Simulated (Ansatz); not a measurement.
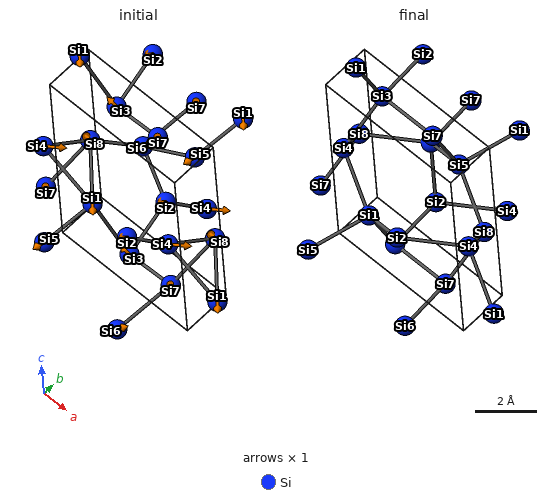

The structure of crystalline Si (set up in P1) before (left) and after (right) a relaxation, at one scale. The orange arrows give the displacements, at their true length.

Style: ball-and-stick. Shown: the cell of the calculation, slightly off an axis.

Case: all atoms moved at random, sigma 0.4 Å for each component; relaxed back.

Level of theory: DFT r2SCAN, scalar-relativistic, plane waves, PAW (Ansatz). Set-up: plane-wave cutoff 500 eV; k-point mesh 8 × 8 × 8; occupations gaussian; smearing width 0.15 eV; no spin polarisation; cell and atoms relaxed; force threshold 0.01 eV/Å; at most 80 steps.

Question: Describe what moved and what it gained.

Answer: The run was cut off at its time limit before the relaxation converged, so the last structure is only a point on the way. After 9 geometry steps the energy has fallen by 1589 meV per atom. The largest force component goes from 18 to 0.027 eV/Å. The pressure goes from 28.11 to −0.15 GPa. Si4 moves most relative to the cell: 0.86 Å roughly along [2 1 1]. The drawn cell changes as follows: a = c 5.757 → 5.760 Å (+0.1 %), b 5.757 → 5.759 Å (0.0 %); the volume changes by +0.2 %. Among the contacts that change: Si1–Si2 3.728 → 2.395 Å, Si1–Si8 2.448 → 3.587 Å, Si1–Si7 3.030 → 3.877 Å, Si2–Si5 2.737 → 3.585 Å. Bond angles that change, for instance: Si2–Si4–Si8 165.4° → 99.1°, Si4–Si8–Si6 158.5° → 99.1°, Si5–Si6–Si7 81.3° → 117.7°. The space group (tolerance 0.01 Å) goes from P1 (No. 1) to Ia-3 (No. 206).
